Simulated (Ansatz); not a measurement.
## Molecular dynamics of HfO₂ (part 5 of 5)

Continued. System: HfO₂ (disordered cell, 15 atoms in the cell). Method: DFT PBE, scalar-relativistic, plane waves, PAW, no spin polarisation (Ansatz 0.2.0); cutoff 420 eV, 1×1×1 k-mesh, Fermi–Dirac smearing of 0.1861 eV. It belongs to a series of runs on one base structure; here: Langevin dynamics at 2160 K from the last frame before.

Geometry of the input (Å; fractional positions):
```
5.8587  0.1288  -0.1764
0.1288  5.4147  -0.0180
-0.1764  -0.0180  5.7582
Hf 0.8412  0.5568  0.0774
Hf 0.9839  0.1181  0.4732
Hf 0.4057  0.3676  0.4719
Hf 0.2906  0.0258  0.9884
Hf 0.5869  0.8473  0.5434
O  0.1228  0.3338  0.1675
O  0.2150  0.2969  0.7615
O  0.3253  0.0288  0.3573
O  0.7148  0.5356  0.7324
O  0.9715  0.8882  0.9589
O  0.5328  0.1468  0.7490
O  0.5155  0.5987  0.2604
O  0.7403  0.2200  0.2685
O  0.9083  0.7350  0.4096
O  0.3185  0.7539  0.7299
```

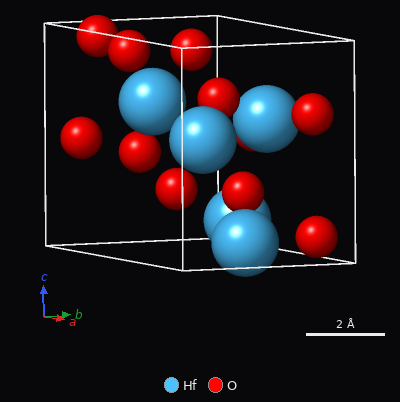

**Figure 1.** The geometry at step 180 of the log (spheres-only view of the cell of the calculation, seen at an oblique angle).

## Trajectory as extended XYZ, continued
```
15
Lattice="5.8587 0.1288 -0.1764 0.1288 5.4147 -0.0180 -0.1764 -0.0180 5.7582" Properties=species:S:1:pos:R:3:forces:R:3 step=111 time_fs=222.0 energy=-84296.57601 temperature=3175.1 pressure_GPa=22.91
Hf    4.9943    2.8004    0.4252   -0.7698  -1.2918  -1.6959
Hf    5.6680    0.6409    2.6037    0.3623   1.6620   0.9873
Hf    2.1066    2.1734    3.9612    0.7374  -0.9498  -2.4643
Hf    1.3488   -0.2591    5.7916    1.0913   0.0327   0.6135
Hf    3.2719    4.5624    2.7473    2.2280  -0.9149   2.7331
O     0.3763    2.4203    2.1813    1.1374   0.1358   0.0350
O     0.4431    1.5825    4.9096   -0.1802  -1.8046   1.5285
O     1.6652    0.1013    2.0269   -2.6235   1.7737  -0.6280
O     3.9790    2.7885    4.1332   -1.8973  -1.4982   0.7678
O     5.5975    4.4821    5.9353    0.1243   1.4118   0.9994
O     2.7316    0.3073    4.5683    1.8163   3.7612  -0.0615
O     3.2255    3.6844    0.8661   -0.6139   0.5190   0.7218
O     3.9755    1.1508    1.8125    0.2427  -0.9787  -0.9258
O     5.0672    4.6334    3.5357   -0.2152   0.6432  -0.8888
O     1.6703    4.0394    4.1524   -1.4374  -2.5028  -1.7201
15
Lattice="5.8587 0.1288 -0.1764 0.1288 5.4147 -0.0180 -0.1764 -0.0180 5.7582" Properties=species:S:1:pos:R:3:forces:R:3 step=120 time_fs=240.0 energy=-84295.83475 temperature=2781.5 pressure_GPa=21.62
Hf    5.0350    2.7770    0.4355   -2.8296  -0.6954  -2.9274
Hf    5.5672    0.7228    2.6561    1.2916   1.7657   0.4402
Hf    2.1027    2.1060    3.9812   -0.3383  -2.6915  -3.2187
Hf    1.3021   -0.2273    5.8042    3.6099  -1.6495  -0.2424
Hf    3.2062    4.5545    2.7907    1.4045  -0.0931   2.7394
O     0.1618    2.6871    2.1839    2.0735  -1.8934   2.3113
O     0.5268    1.4713    5.0094   -1.6958   0.4432   0.9234
O     1.5800    0.3665    2.0414    0.2227   1.1375   1.2476
O     3.8012    2.8568    4.0378    2.0261   0.4133  -0.3881
O     5.7455    4.4612    6.1127   -1.2726   1.4891   0.1750
O     3.2194    0.5430    4.5628   -3.0851  -0.1688   0.1055
O     3.0492    3.8361    0.7517    1.5617  -0.1255   1.8187
O     4.1481    1.2173    1.5361   -1.4187  -1.3802  -0.5359
O     5.1115    4.6933    3.6406   -1.0472  -0.0224  -1.7242
O     1.6606    3.9433    4.1087   -0.5044   3.4731  -0.7257
15
Lattice="5.8587 0.1288 -0.1764 0.1288 5.4147 -0.0180 -0.1764 -0.0180 5.7582" Properties=species:S:1:pos:R:3:forces:R:3 step=129 time_fs=258.0 energy=-84294.68912 temperature=2297.1 pressure_GPa=15.37
Hf    5.0046    2.7661    0.4144   -0.5756   0.7599   1.3927
Hf    5.4804    0.8249    2.7278    0.7294   1.7938  -2.9635
Hf    2.0911    2.0109    3.9514   -2.1954   3.7042  -2.6037
Hf    1.3133   -0.2001    5.8243    3.4368  -1.6624   1.1111
Hf    3.1810    4.5481    2.8719    1.4353   2.0801  -0.5350
O     0.2742    2.6229    2.4888   -2.8025   0.5142  -1.4360
O     0.2871    1.4588    5.2689    1.3853   0.8539  -2.1000
O     1.5654    0.9643    2.1964    2.1600  -3.8539   0.1927
O     3.8543    2.9914    3.9227   -2.3854  -3.5357   1.3610
O     5.7687    4.5836    6.2865   -1.1691  -0.2639   0.7491
O     3.1458    0.6620    4.6241   -1.2034  -2.0653   0.1058
O     3.1349    3.9347    0.9703   -0.4995  -0.0835  -1.1218
O     3.9839    1.2185    1.1716    2.6631   0.0093   3.0729
O     5.0388    4.6561    3.5382   -0.1194   2.2458  -0.4246
O     1.5850    4.2543    3.8847   -0.8597  -0.4964   3.1978
15
Lattice="5.8587 0.1288 -0.1764 0.1288 5.4147 -0.0180 -0.1764 -0.0180 5.7582" Properties=species:S:1:pos:R:3:forces:R:3 step=137 time_fs=274.0 energy=-84295.51602 temperature=3355.1 pressure_GPa=27.01
Hf    4.9647    2.7822    0.4151    0.2501   1.9243   1.2410
Hf    5.4058    0.9491    2.7607    3.7287  -2.4240  -0.0354
Hf    2.0473    1.9515    3.9119   -5.6916   1.1829   0.2555
Hf    1.3420   -0.2127    5.8642   -0.0192  -1.0683   3.4373
Hf    3.1769    4.5568    2.9417   -3.9355   0.3099   0.6934
O     0.0191    2.5857    2.5510    1.0347   2.4166  -1.3411
O     0.2321    1.5448    5.1811    0.9906   0.3102  -0.1781
O     1.9403    0.9630    2.2835   -1.0781  -1.6713  -1.3267
O     3.6478    2.7551    4.0398    3.6201   1.7363   0.6374
O     5.6844    4.6835    6.4973    0.2811  -1.1491  -0.3797
O     2.8444    0.4787    4.7960    2.2576   2.0743   0.0668
O     3.1674    4.0353    1.0796   -0.3296  -1.6044  -2.3368
O     4.2647    1.1663    1.3409   -2.0461   0.7538  -1.4821
O     4.8517    4.7214    3.5249    1.9705   0.8924   1.9875
O     1.4517    4.4996    4.0692   -1.0347  -3.6832  -1.2407
15
Lattice="5.8587 0.1288 -0.1764 0.1288 5.4147 -0.0180 -0.1764 -0.0180 5.7582" Properties=species:S:1:pos:R:3:forces:R:3 step=146 time_fs=292.0 energy=-84294.39764 temperature=2790.7 pressure_GPa=18.51
Hf    4.9254    2.8232    0.4491   -0.9370   1.8211  -1.9023
Hf    5.3616    1.0697    2.8061   -0.1176  -0.7517  -1.5732
Hf    1.9177    1.9395    3.8780    3.5066   3.0940   1.8943
Hf    1.3769   -0.2480    5.9433   -0.8091  -2.3214   1.3674
Hf    3.1430    4.5737    3.0249   -0.6164  -2.5489   1.1942
O    -0.1430    2.8035    2.3635    2.3803  -2.3522   2.9431
O     0.3540    1.7752    5.0460    0.1953  -1.5811   1.2648
O     2.1722    0.7437    2.2902   -3.8449   1.4722  -0.1998
O     3.8496    2.4644    4.2195   -1.5844   1.3367  -2.3248
O     5.7071    4.6509    6.6663    1.5308   1.9456  -1.4929
O     2.8959    0.4914    5.0105   -1.6203   1.0689  -3.2197
O     3.1812    3.8748    0.8443   -1.0811   0.0159   1.7985
O     4.2081    1.1927    1.3209   -0.0448  -0.1368   0.1681
O     4.8247    4.9311    3.6946   -0.6047  -0.2579   0.7192
O     1.2310    4.1858    4.1599    3.6487  -0.8052  -0.6375
15
Lattice="5.8587 0.1288 -0.1764 0.1288 5.4147 -0.0180 -0.1764 -0.0180 5.7582" Properties=species:S:1:pos:R:3:forces:R:3 step=154 time_fs=308.0 energy=-84295.06798 temperature=3083.9 pressure_GPa=23.42
Hf    4.8690    2.8642    0.4763   -0.2863   0.5157  -2.3801
Hf    5.3297    1.1846    2.8673   -4.5827  -4.0292   0.3658
Hf    1.8496    1.9823    3.8761    3.0493   0.7508  -2.0973
Hf    1.3944   -0.3382    6.0312    5.1287   1.8601  -2.2388
Hf    3.1022    4.5724    3.1082    1.3870   0.2064  -0.1126
O     0.0305    2.6729    2.4130    1.4982   2.0009  -1.5677
O     0.4438    1.8506    5.1221   -1.8338  -2.0676   2.1883
O     1.8258    0.6994    2.2940   -1.7185  -0.6041  -0.4284
O     4.0628    2.5604    4.1420   -1.9610   0.0666  -1.3046
O     5.8835    4.7276    6.5865   -5.3224  -1.4315   1.4412
O     2.7964    0.6628    4.7051   -0.7857  -4.1273   1.9469
O     3.0227    3.7305    0.9046    0.3869   1.2585   1.6183
O     3.9513    1.2867    1.2071    2.6441  -0.3602   2.3496
O     4.7696    4.9400    3.9011    1.9271   0.7420  -1.2602
O     1.5750    3.8229    4.0858    0.4686   5.2189   1.4802
15
Lattice="5.8587 0.1288 -0.1764 0.1288 5.4147 -0.0180 -0.1764 -0.0180 5.7582" Properties=species:S:1:pos:R:3:forces:R:3 step=163 time_fs=326.0 energy=-84296.07832 temperature=3461.1 pressure_GPa=19.11
Hf    4.8179    2.8843    0.4632    2.7680   2.1191  -1.1185
Hf    5.2195    1.2254    2.9399    0.7003  -1.0526   0.9856
Hf    1.8095    2.0195    3.8628   -0.5237   1.0475  -0.1144
Hf    1.4326   -0.4169    6.1368   -3.8113   1.2664   0.8910
Hf    3.1228    4.6021    3.1895    3.9408  -1.4869  -3.4191
O     0.5180    2.7259    2.4675   -1.8215  -0.2902   0.4314
O     0.3268    1.6539    5.4351    0.8568   0.3003  -1.5686
O     1.2858    0.5899    2.2637    3.3264  -1.3962   1.4060
O     3.9398    2.6565    3.8751   -1.6952  -0.6424   1.2189
O     5.5108    4.7284    6.6389    0.1252  -2.2729  -2.1211
O     2.5550    0.3832    4.5701    0.8640   5.5948   4.7057
O     2.9341    3.7550    1.2724    1.1025   0.4177  -0.3387
O     4.0545    1.3468    1.4921   -1.6846   0.0433  -0.8826
O     4.9850    5.0178    3.9625   -0.7629   0.2435  -1.5712
O     1.8561    3.9528    4.3746   -3.3843  -3.8922   1.4962
15
Lattice="5.8587 0.1288 -0.1764 0.1288 5.4147 -0.0180 -0.1764 -0.0180 5.7582" Properties=species:S:1:pos:R:3:forces:R:3 step=171 time_fs=342.0 energy=-84295.66800 temperature=2430.0 pressure_GPa=23.22
Hf    4.8048    2.8798    0.4168   -0.2310  -5.7023  -2.3293
Hf    5.1136    1.2311    3.0112    4.4315   2.6551   0.6983
Hf    1.7898    2.0429    3.8319   -0.2644  -0.4502   1.3793
Hf    1.3937   -0.4665    6.2359   -2.2211   2.8765   0.8407
Hf    3.1964    4.6506    3.2369   -3.0183  -1.0100   2.6093
O     0.7259    2.8525    2.5203   -3.7973  -1.4079  -1.4729
O     0.3729    1.4900    5.4978   -2.3571   0.9570  -0.6533
O     1.2140    0.3490    2.4245    0.7645  -0.2868   1.8912
O     3.6189    2.6818    3.8183    3.3174   0.2552   1.4794
O     5.0967    4.4743    6.4665    3.3407   5.6510   0.0141
O     2.4953    0.5669    4.9496    2.2153  -1.9279  -0.5010
O     3.0293    3.8902    1.5000    0.2401  -0.0753  -1.7476
O     3.9456    1.4091    1.6196   -1.3727  -0.6579  -0.8758
O     5.0254    5.0029    3.8254   -1.1559  -1.1269  -0.4216
O     1.5964    3.7012    4.8119    0.1099   0.2486  -0.9106
15
Lattice="5.8587 0.1288 -0.1764 0.1288 5.4147 -0.0180 -0.1764 -0.0180 5.7582" Properties=species:S:1:pos:R:3:forces:R:3 step=180 time_fs=360.0 energy=-84297.31091 temperature=3215.5 pressure_GPa=10.70
Hf    4.8387    2.8470    0.3507   -0.7002   2.0560   1.5755
Hf    5.0798    1.2745    3.1036    0.4057   1.0081  -0.5712
Hf    1.7591    2.0579    3.7958    1.4239  -0.7371   1.3904
Hf    1.3100   -0.4983    6.3640   -1.1091   2.5318   0.2029
Hf    3.2061    4.6604    3.3581   -4.6731  -2.6219   0.6954
O     0.3925    2.6773    2.3605   -0.1202  -1.5758   0.1572
O     0.1206    1.4723    5.3853   -0.3482  -0.4028  -1.5231
O     1.2959    0.1473    2.8968   -0.8493   1.8425  -0.5396
O     3.7483    2.7263    4.0043   -0.2374  -0.3744   0.9770
O     5.0988    4.7915    6.2194    2.6409  -2.8058   0.1340
O     2.6983    0.6075    5.2461   -1.4497  -0.3932  -2.5756
O     3.1544    3.9810    1.4715   -1.1279  -0.1250   0.2865
O     3.7276    1.4404    1.7147    1.0830   0.2046   1.2490
O     4.9433    4.8647    3.6100    4.1082   1.3647  -0.1162
O     1.4249    3.5238    5.0532    0.9546   0.0273  -1.3445
15
Lattice="5.8587 0.1288 -0.1764 0.1288 5.4147 -0.0180 -0.1764 -0.0180 5.7582" Properties=species:S:1:pos:R:3:forces:R:3 step=189 time_fs=378.0 energy=-84295.44047 temperature=2058.3 pressure_GPa=18.50
Hf    4.8651    2.8383    0.3179   -1.5246   1.7029   1.6590
Hf    5.0850    1.3222    3.1755   -3.9992  -2.9770  -1.5002
Hf    1.7468    2.0515    3.7759    4.1315  -0.5415   0.3278
Hf    1.2123   -0.5086    6.4933    3.8965   2.8969  -1.1412
Hf    3.1709    4.6196    3.5328    3.3744   0.2495  -0.6300
O    -0.0111    2.4056    2.1214    5.0441   1.2977   0.1714
O    -0.1197    1.3288    5.1122    2.7116   1.7384   3.8445
O     1.3621    0.2534    3.1761   -1.9499  -1.0769  -4.0354
O     3.9062    2.7911    4.2442   -2.5652   0.4042  -1.4814
O     5.4105    4.8141    6.0296   -3.2741  -3.0483   1.0338
O     2.6133    0.5266    5.0467   -0.1983   0.7296   1.5082
O     3.0931    3.9604    1.5880   -1.0457  -0.1910   0.0570
O     3.5070    1.5071    2.0267   -1.8057  -0.8713   0.5498
O     5.2194    4.8236    3.3363   -3.3550  -0.2752  -0.0138
O     1.5040    3.4532    5.1124    0.5591  -0.0351  -0.3479
15
Lattice="5.8587 0.1288 -0.1764 0.1288 5.4147 -0.0180 -0.1764 -0.0180 5.7582" Properties=species:S:1:pos:R:3:forces:R:3 step=197 time_fs=394.0 energy=-84297.57368 temperature=3001.5 pressure_GPa=19.68
Hf    4.8493    2.8670    0.3197   -2.8498  -3.3171   2.1906
Hf    5.0254    1.3050    3.2237   -1.4470  -1.1606  -0.9491
Hf    1.7704    2.0296    3.7625    1.9362  -1.4461  -0.7536
Hf    1.1773   -0.4976    6.5839    1.9901   1.6210  -0.9634
Hf    3.1580    4.6028    3.6942   -1.3794   2.7702  -3.0020
O     0.1756    2.3371    2.0206    0.4628  -0.9481   2.7631
O    -0.0056    1.3804    5.2752   -0.5248   0.2072  -1.2458
O     1.2732    0.1924    2.9036   -1.5010  -0.7859  -0.6619
O     3.6694    2.8771    4.2917    2.8237  -3.4815  -0.2358
O     5.3004    4.4968    6.0684    0.4813   3.8067  -0.4729
O     2.3978    0.4984    5.0870    0.6007   0.3619   1.4438
O     2.8598    3.8964    1.7532    0.3389  -0.0975  -0.1094
O     3.1967    1.4766    2.3687    1.8539  -0.6803   0.1846
O     5.0598    4.7869    3.1297   -1.3759   1.3964   1.1504
O     1.6626    3.4022    5.1318   -1.4098   1.7537   0.6639
15
Lattice="5.8587 0.1288 -0.1764 0.1288 5.4147 -0.0180 -0.1764 -0.0180 5.7582" Properties=species:S:1:pos:R:3:forces:R:3 step=206 time_fs=412.0 energy=-84295.51290 temperature=1667.2 pressure_GPa=20.36
Hf    4.8046    2.8618    0.3562    0.5045   1.5744   2.1391
Hf    4.9167    1.2757    3.2833    5.5185   1.4560  -0.0210
Hf    1.8355    1.9864    3.7778   -2.8768   0.0848   2.6100
Hf    1.1484   -0.4733    6.6757    0.1949  -0.4502  -4.3146
Hf    3.1165    4.6391    3.8220   -5.7805  -1.8384  -1.0242
O     0.5215    2.3194    2.2964   -4.0978   0.9892  -0.8614
O     0.0103    1.4509    5.3586   -0.9574   0.1352  -1.0563
O     0.9462   -0.0043    2.6389    0.2489   1.6667   6.1588
O     3.7125    2.6129    4.2911    1.8242   2.5258   1.1471
O     5.0985    4.7207    6.0486   -0.1383  -2.6854  -0.4645
O     2.3243    0.4658    5.3123    1.3866   1.4726  -1.4900
O     2.7374    3.7964    1.8389    2.0884  -0.7685   1.1420
O     3.1614    1.2517    2.5696   -0.8331  -0.7456  -2.6313
O     4.7504    4.8829    3.0768    2.8110  -2.4182   0.6466
O     1.6536    3.4941    5.1897    0.1073  -0.9985  -1.9815
15
Lattice="5.8587 0.1288 -0.1764 0.1288 5.4147 -0.0180 -0.1764 -0.0180 5.7582" Properties=species:S:1:pos:R:3:forces:R:3 step=214 time_fs=428.0 energy=-84296.33376 temperature=2204.5 pressure_GPa=9.06
Hf    4.7600    2.8729    0.4478    0.7294   1.3265   2.2853
Hf    4.8820    1.2976    3.3175    3.8915  -2.2326  -1.9629
Hf    1.8650    1.9573    3.8396   -1.8033  -1.1971  -1.9251
Hf    1.1160   -0.4569    6.7293    0.8464  -0.4886   0.8408
Hf    3.0609    4.6716    3.8914   -1.5014  -2.7003  -2.7832
O     0.3083    2.4513    2.3830   -2.1361  -0.9612  -1.5539
O    -0.0109    1.4863    5.2528    0.2975  -0.4072   1.7766
O     0.8277   -0.0137    3.0954    3.2756   1.0270  -1.5238
O     3.8913    2.6694    4.3277   -2.0856   1.4447   0.1920
O     5.0368    4.7420    6.0312    1.8618  -1.9479   0.4472
O     2.4041    0.5871    5.2981   -0.3469  -0.2428   1.3409
O     2.9039    3.6388    1.9569   -1.7851   0.8029  -1.8019
O     3.1218    0.9594    2.4078   -0.8162   1.4340   0.4789
O     4.7947    4.7075    3.1762   -0.2329   1.1912   1.9103
O     1.6647    3.4225    5.0085   -0.1945   2.9500   2.2816
15
Lattice="5.8587 0.1288 -0.1764 0.1288 5.4147 -0.0180 -0.1764 -0.0180 5.7582" Properties=species:S:1:pos:R:3:forces:R:3 step=223 time_fs=446.0 energy=-84296.75360 temperature=2315.2 pressure_GPa=14.32
Hf    4.7054    2.8942    0.5820   -3.3750  -0.7123  -2.1050
Hf    4.9132    1.2809    3.3521   -1.3260  -3.4939   3.4135
Hf    1.8663    1.9381    3.8979    0.0623   1.8978   0.8397
Hf    1.0925   -0.4139    6.8070    4.1384   0.1164  -1.3980
Hf    2.9611    4.6795    3.9023    0.9347  -1.6114  -2.0936
O    -0.2510    2.4367    2.3451    3.8609  -0.3979   0.9649
O    -0.0286    1.4874    5.4018   -0.5425  -0.0043  -0.3585
O     1.0887    0.1559    3.3481   -2.8697   0.0647  -2.9321
O     3.8031    2.8271    4.3107   -0.5335  -3.1214  -0.5603
O     5.3152    4.5360    6.1569   -0.1362   1.7877   0.8998
O     2.3601    0.6935    5.3558    1.1637  -0.4260   0.9185
O     2.8761    3.5977    1.7381   -1.6879   1.3448   0.1715
O     3.0193    0.8534    2.3269    1.6093   1.8167   1.7694
O     4.9011    4.6396    3.5138   -0.7666   3.4217   0.0505
O     1.6501    3.6559    5.0740   -0.5316  -0.6816   0.4198
15
Lattice="5.8587 0.1288 -0.1764 0.1288 5.4147 -0.0180 -0.1764 -0.0180 5.7582" Properties=species:S:1:pos:R:3:forces:R:3 step=231 time_fs=462.0 energy=-84297.37251 temperature=2299.8 pressure_GPa=22.81
Hf    4.6137    2.8853    0.6714   -0.9150  -0.8790  -1.0793
Hf    4.9335    1.2147    3.4091   -0.3517   2.3836   3.7511
Hf    1.8668    1.9401    3.9957   -1.7684   0.6022   2.3774
Hf    1.1325   -0.4087    6.8407    1.2034   3.8455  -1.8059
Hf    2.8707    4.6753    3.8681    1.0968  -0.7451  -0.3476
O    -0.2490    2.3912    2.4128    2.6193   1.5388  -1.1409
O    -0.1730    1.4667    5.5894    0.1243   0.2992  -1.6533
O     1.0364    0.2842    3.1051   -1.2351  -1.7108  -0.1815
O     3.6433    2.6589    4.1414    0.7828   2.1562   1.4509
O     5.3829    4.4751    6.3813   -2.4358   0.6222   0.1330
O     2.4831    0.6523    5.5527   -0.2912   0.4339  -2.4212
O     2.6523    3.7083    1.5167    2.8103  -1.4853   3.4747
O     3.1086    1.0155    2.5275    0.2385   0.0547  -0.3817
O     4.8493    4.9032    3.7666   -1.8458  -5.7745   1.0023
O     1.6096    3.7288    5.1675   -0.0332  -1.3412  -3.1768
15
Lattice="5.8587 0.1288 -0.1764 0.1288 5.4147 -0.0180 -0.1764 -0.0180 5.7582" Properties=species:S:1:pos:R:3:forces:R:3 step=240 time_fs=480.0 energy=-84297.73921 temperature=2704.4 pressure_GPa=14.38
Hf    4.5137    2.8730    0.7609    1.8312   1.4783   1.0737
Hf    4.9442    1.1486    3.5101    1.3051   0.0880   1.0134
Hf    1.8455    1.9537    4.1350   -1.8278  -0.9749  -2.0663
Hf    1.2057   -0.3538    6.8271   -2.3698  -0.7508  -1.9534
Hf    2.8143    4.6430    3.7734    0.8683  -0.7092  -1.9304
O     0.1192    2.5575    2.4972   -1.3804  -2.4303   0.8535
O    -0.3392    1.4357    5.6070    2.1569  -0.2911  -0.3423
O     0.7889    0.1154    2.8746    1.5637   0.6362   1.5581
O     3.6286    2.6785    4.3588    0.6215  -0.2886   0.8239
O     5.0592    4.6064    6.6557    1.6563  -0.3269  -0.8313
O     2.5587    0.6106    5.4181   -2.3751  -0.5910   1.1035
O     2.7175    3.6718    1.8343   -0.0126   1.2368  -0.6884
O     3.2300    1.1224    2.6198   -2.0165  -0.9391  -1.1280
O     4.6206    4.6548    4.0846    2.6778   2.6257  -0.8062
O     1.5795    3.6703    4.8863   -2.6968   1.2372   3.3195
```

## Key numbers

```tsv
quantity	value
outcome	finished
mean temperature over the second half	2654 K
trajectory	240 steps, 480 fs
ensemble	nvt_langevin
temperature in the input	2160.0 K
time step	2.0 fs
electrons treated	190
potential energy (free energy of the electrons) (last step)	−84297.7392 eV
Fermi energy (last step)	15.482 eV
pressure (without the kinetic term) (last step)	11.31 GPa
largest force (length of the vector) (last step)	4.452 eV/Å
hardware	2 threads of Intel Xeon @ 2.70GHz, 189 GiB of memory available, shared host
wall time	3.9 min (CPU time 6.6 min)
peak memory	0.39 GiB
```

## Notes

The k-point mesh is coarse (a preliminary or cheap run), so energies and forces are approximate. Warnings of the run: the SCF threshold is loose for the printed forces; the SCF threshold is looser than advised for the printed stress. Spin–orbit coupling is left out, which matters for Hf. So short a trajectory is not equilibrated. The logged temperature at the start can lie below the typed one, since it is counted over all degrees of freedom.
